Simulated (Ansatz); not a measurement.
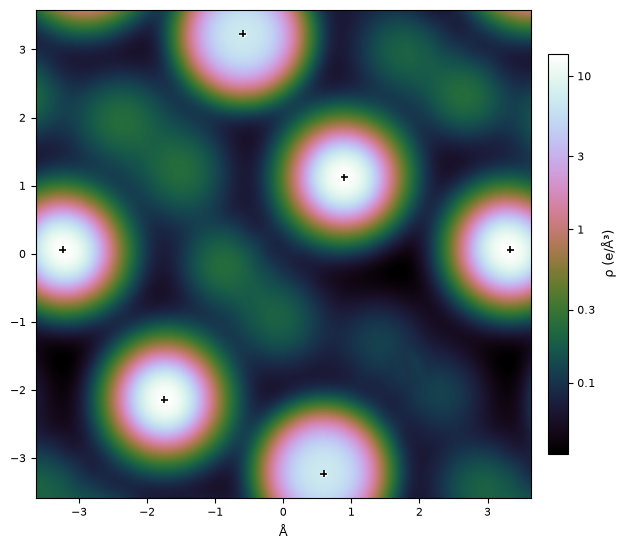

The valence charge density (pseudo) on a plane through atoms (crosses mark nuclei in the plane).

Method: DFT r2SCAN, scalar-relativistic, plane waves, PAW in Ansatz.

Candidates:
A. CaF₃, a = 4.86 Å, b = 4.86 Å, c = 4.43 Å, α = 90.00°, β = 90.00°, γ = 120.00°. Space group P6₃/mmc; a structure from a database of computed crystals, not necessarily the ambient phase; spin-polarised.
B. Au, a = 3.28 Å, b = 3.28 Å, c = 3.28 Å, α = 90.00°, β = 90.00°, γ = 90.00°. Space group Im-3m; computed without spin polarisation.
C. Cd, a = 3.54 Å, b = 3.54 Å, c = 3.54 Å, α = 90.00°, β = 90.00°, γ = 90.00°. Space group Im-3m.

**Which candidate gave the map?**

Candidate A: CaF₃ on the (111) plane of the conventional cell, which holds Ca and F. Ca–F (2.58 Å): the density is about 0.12 e/Å³ at the midpoint.
